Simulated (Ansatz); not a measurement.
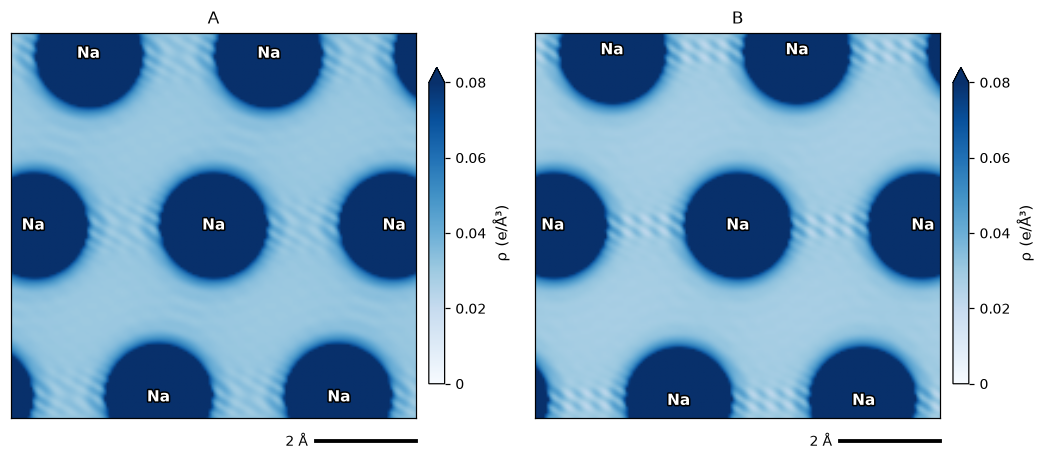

Na. The valence charge density (pseudo) of two cells that differ in size and shape, on the (11̄0) plane of each (indices in the axes of the calculation cell), at one length scale and on one colour scale; one has 35.7 and the other 38.5 Å³ an atom.

Space group I4/mmm; computed without spin polarisation.

Level of theory: DFT PBE, scalar-relativistic, plane waves, PAW in Ansatz 0.2.0.

The larger cell:

```
Na
1.0
    -2.11750    2.11750    2.14926
     2.11750   -2.11750    2.14926
     2.11750    2.11750   -2.14926
Na
1
Direct
  0.00000 0.00000 0.00000
```

The smaller cell: a = 3.595 Å, b = 3.595 Å, c = 3.595 Å, α = 110.30°, β = 110.30°, γ = 107.82°.

Question: Which is the denser cell? Describe the effect of the change.

Answer: Panel A is the smaller cell, by 7 % in volume. From the larger cell to the smaller, Na–Na goes from 3.69 to 3.59 Å, and the density at its midpoint from 0.03 to 0.03 e/Å³; the pressure goes from −0.3 to 0.3 GPa.
